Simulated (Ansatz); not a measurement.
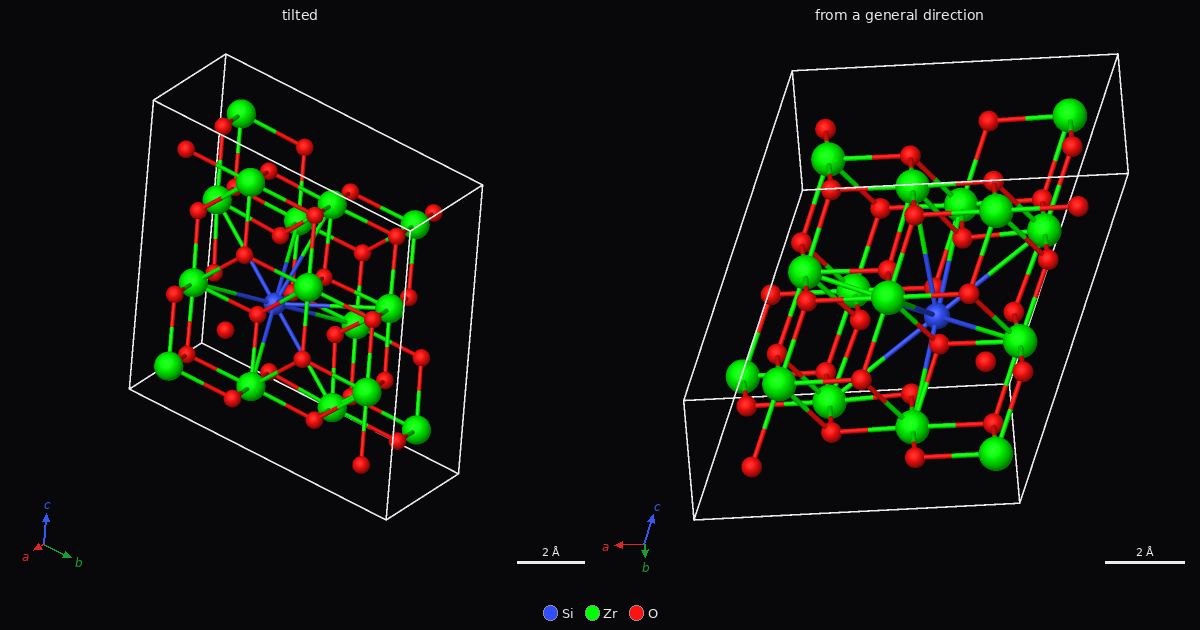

We look at a ball-and-stick model of the crystal slightly off an axis and from a general direction. One supercell is framed, with atoms on its boundary repeated. The host is ZrO$_{2}$, in a cell of 48 sites, and the cell is neutral.

### How does this supercell depart from the perfect host?

Silicon on a zirconium site (a substitutional impurity). It is bonded to twelve Zr in a cuboctahedral arrangement at about 3.6 Å. Not all metal-metal contacts are counted.

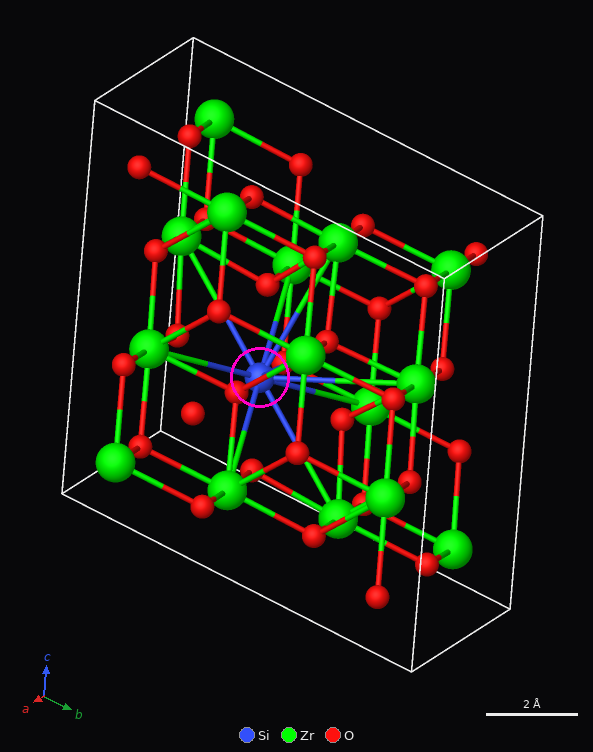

The same cell with a ring at the defect's site.

The atoms were relaxed in the host's cell with DFT PBE, scalar-relativistic, plane waves, PAW in Ansatz.
